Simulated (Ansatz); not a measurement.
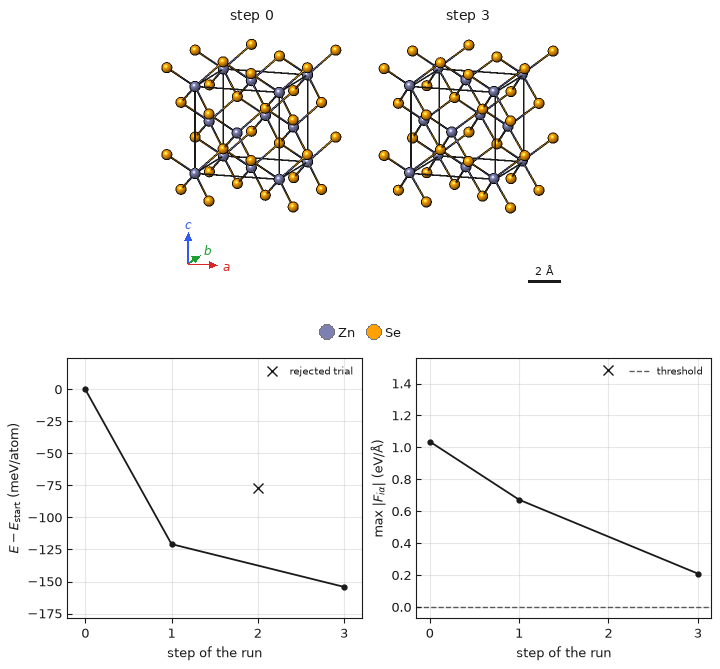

First and last geometry of a relaxation of crystalline ZnSe (set up in F-43m) (coarse preliminary run), with the history of the run. Style: ball-and-stick. Shown: the conventional cell (4 times the calculation's cell), slightly off an axis. Lengths and directions refer to the drawn axes.

Case: as before, with the keys of group rho set back to the reference's.

The calculation used Ansatz 0.2.0, DFT r2SCAN, scalar-relativistic, plane waves, PAW. Set-up: plane-wave cutoff 500 eV; k-point mesh 3 × 1 × 1; occupations tetrahedron uncorrected; no spin polarisation; atoms relaxed in a fixed cell; force threshold 0.003 eV/Å; at most 5 steps.

**Did the run converge, and what did it change?**

The run was cut off at its time limit before the relaxation converged, so the last structure is only a point on the way. The largest moves, 0.12 Å, are those of Zn and Se atoms. Largest moves by element: Se 0.12 Å, Zn 0.12 Å. The cell doesn't change. Among the contacts that change: Se–Zn 2.453 → 2.214 Å, Se–Zn 2.453 → 2.543 Å. Bond angles that change, for instance: Se–Zn–Se 109.5° → 104.0°, Zn–Se–Zn 109.5° → 104.0°, Zn–Se–Zn 109.5° → 114.5°. The space group (tolerance 0.01 Å) goes from F-43m (No. 216) to R3m (No. 160). Over 2 accepted moves (3 points after the start) the energy falls by 154 meV per atom. The largest force component goes from 1 to 0.21 eV/Å. The line search rejected the trial step at point 2 of the run.

| step | E − E(0), meV/atom | largest force component, eV/Å | note |
| --- | --- | --- | --- |
| 0 | 0.00 | 1.0367 |  |
| 1 | -120.80 | 0.6724 |  |
| 2 | -77.05 | 1.4871 | rejected |
| 3 | -154.17 | 0.2098 |  |
